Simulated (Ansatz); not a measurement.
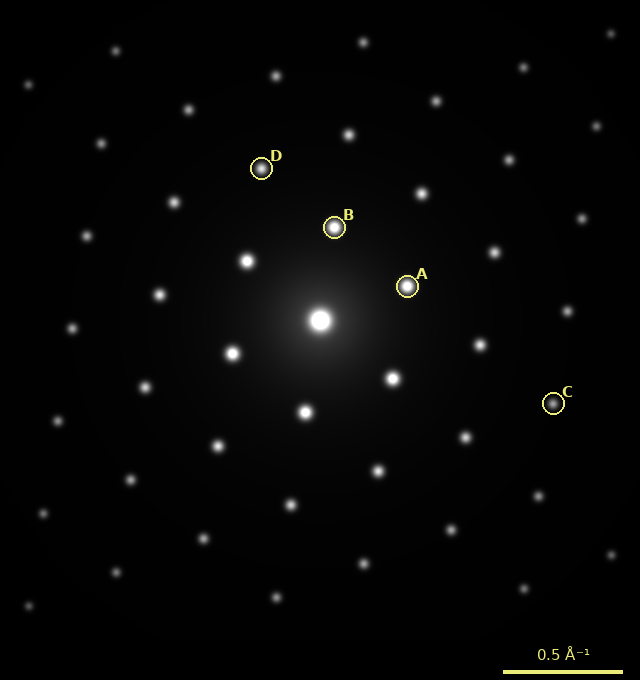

Computed electron diffraction pattern, 100 kV, single scattering only, B = 0.5 Å². The zone axis points towards the electron source and the pattern is seen from the source side.

Crystal: Sb, space group Fd-3m (No. 227), a = 7.160 Å. Structure: the input geometry of an electronic-structure calculation (not necessarily at equilibrium); the starting structure was generated, so it need not be a known form of this composition.

Spot A is indexed 0 -2 2 and spot B 2 -2 0.

> Give hkl for C, D.

C = 3A − 2B = -4 -2 6 (d = 0.957 Å). D = −A + 2B = 4 -2 -2 (d = 1.462 Å).

> Which zone axis is this?

The cross product of A and B is parallel to [111]; every spot obeys hu + kv + lw = 0.

> What are the spacings of A and B and the angle between them?

d(A) = 2.532 Å, d(B) = 2.532 Å, and the angle is 60.0°.
